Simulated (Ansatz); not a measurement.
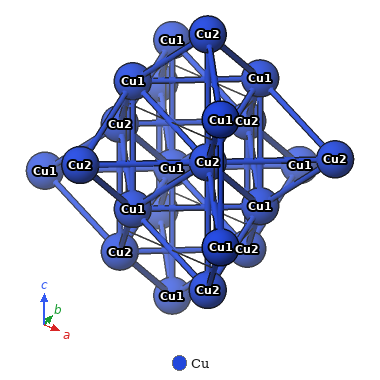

The system is Cu (Cmcm, No. 63; 2 atoms in the cell); the picture shows the reference structure. The energy is mapped over two homogeneous strains (x along [1 0 0], y along [0 1 0], z along [0 0 1] of the conventional cell). Coordinates scanned: (1) normal strain along x; (2) normal strain along y. Nothing is relaxed (fractional coordinates fixed). Grid: 5 × 5 points. Points are written as (first, second). All energies are given in meV/atom relative to the lowest grid point. Computed with Ansatz 0.2.0, DFT PBE, scalar-relativistic, plane waves, PAW. Settings: cutoff 520 eV, k-mesh 18×18×18, gaussian smearing 0.15 eV, no spin polarisation.

Its coordinates:

```xyz
2
Lattice="1.2386 -4.0309 0.0000 1.2386 4.0309 0.0000 0.0000 0.0000 2.5142" Properties=species:S:1:pos:R:3 pbc="T T T"
Cu    1.2386    2.9503    0.6286
Cu    1.2386   -2.9503    1.8857
```

Range: normal strain along x from −11.0 to 11.0 %; normal strain along y from −11.0 to 11.0 %.

**What landscape does the calculation give?**

The lowest grid point is at (0.0 %, 0.0 %). No other kind of well shows on this grid. The highest grid point, (−11.0 %, −11.0 %), lies 426 meV/atom above the lowest. Round the minimum the valley is somewhat tilted: raising normal strain along x shifts the best value of normal strain along y downwards (coupling k₁₂/√(k₁₁k₂₂) about 0.3).

```tsv
normal strain along y ↓, normal strain along x →	−11.0	−5.5	0.0	5.5	11.0
11.0	224	97	82	127	201
5.5	187	48	23	60	127
0.0	193	39	0	25	83
−5.5	264	86	30	39	83
−11.0	426	218	136	124	149
```

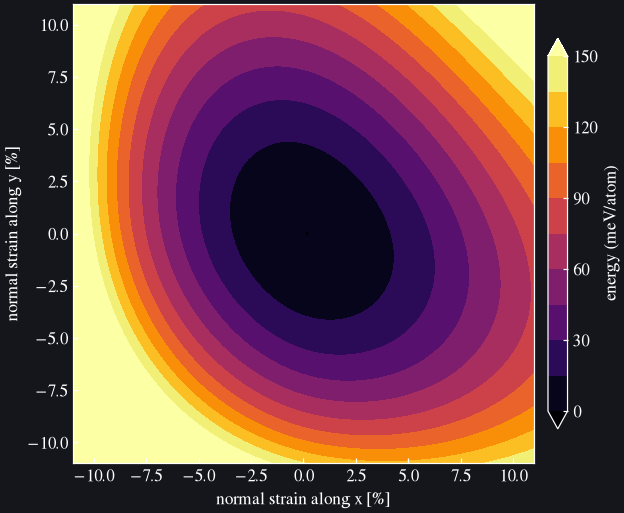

Drawn: filled contours, one colour for all values above the top of the scale. Between grid points the surface is interpolated.

Each point was launched as `ansatz run input.yaml --threads 2 --pin off --max-ram 4096MiB --backend cpu --events-out ev --progress --plain --runs-dir out`. The whole map (25 points run) took 9.2 min on 2 threads of Arm Neoverse V1, on a shared host.

PAW datasets: the set soft_1.
